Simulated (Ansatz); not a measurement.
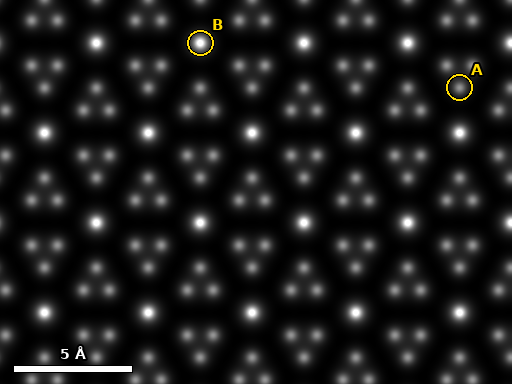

Projected-potential map of Se (Pm-3n, No. 223) along [111]. Computed as the sum of neutral-atom potentials (tabulated electron scattering factors, B = 0.5 Å²) projected along the beam and smoothed by 0.25 Å; brighter is more positive. Structure: the input geometry of a calculation; the starting structure was generated, so it need not be a known form of this composition.

```
CELL_PARAMETERS angstrom
5.39503 0.00000 0.00000
0.00000 5.39503 0.00000
0.00000 0.00000 5.39503
ATOMIC_POSITIONS crystal
Se 0.00000 0.00000 0.00000
Se 0.50000 0.50000 0.50000
Se 0.25000 0.00000 0.50000
Se 0.75000 0.00000 0.50000
Se 0.50000 0.25000 0.00000
Se 0.50000 0.75000 0.00000
Se 0.00000 0.50000 0.25000
Se 0.00000 0.50000 0.75000
```

> Name the elements in each circled column.

A: Se (1 Se per 9.34 Å along the beam; about 50 % of the brightest peak). B: Se (2 Se per 9.34 Å along the beam; the brightest kind). Brightness is counted from the darkest point of the image.
